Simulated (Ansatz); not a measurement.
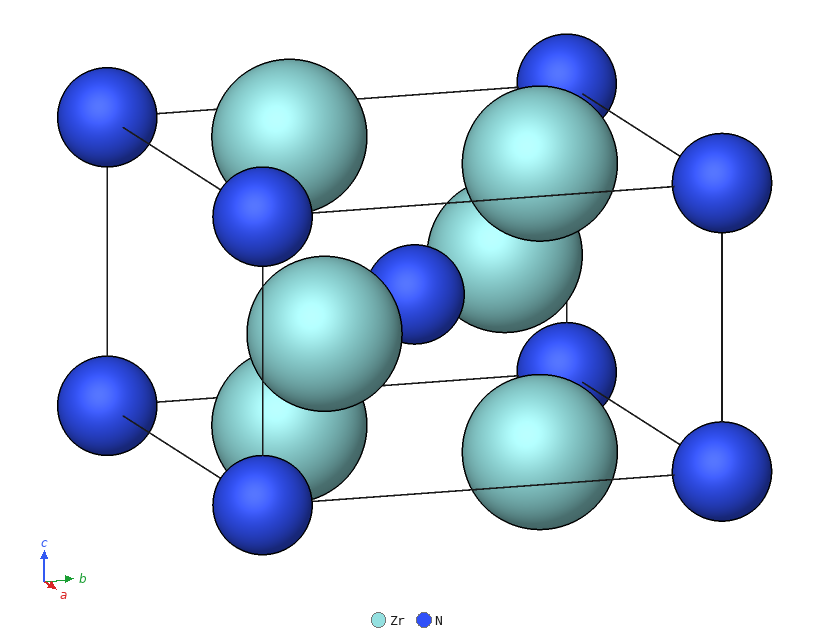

An orthographic spheres-only view of the structure, slightly off an axis. Thin lines show the conventional unit cell, with boundary atoms drawn in all their periodic places. Cell: a = 5.42 Å, b = 5.42 Å, c = 3.30 Å, α = 90.00°, β = 90.00°, γ = 90.00°.

The model was built from a structure listed in the Materials Project. Earlier steps of the study may have refined or changed the cell and positions. A calculation with Ansatz used it as input.

Question: Give a description of the structure.

Answer: The compound is Zr$_{2}$N. The structure has P4_2/mnm (No. 136) symmetry and a primitive tetragonal lattice. The cell comprises 2 formula units: 4 Zr, 2 N.

Method: DFT r2SCAN, scalar-relativistic, plane waves, PAW in Ansatz 0.2.0; a cutoff energy of 500 eV, an 8×8×10 k-point grid, Gaussian smearing of 0.1 eV, no spin polarisation.

Question: Is the electronic structure metallic or gapped?

Answer: A metal: bands cross the Fermi level.

Question: Give the Bader charge of each element.

Answer: Zr +1.00 e; N -2.00 e.

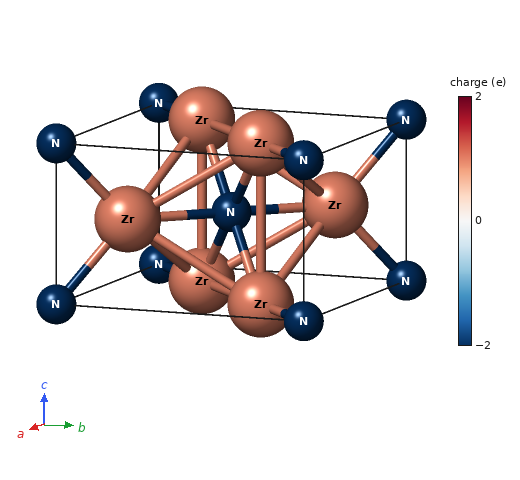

The atoms coloured by those charges. The run's cell of 6 atoms is drawn.

Question: Is this an equilibrium geometry for the method given?

Answer: No. The largest force is 0.04 eV/Å, on Zr. The pressure is -0.6 GPa, so the cell would contract.
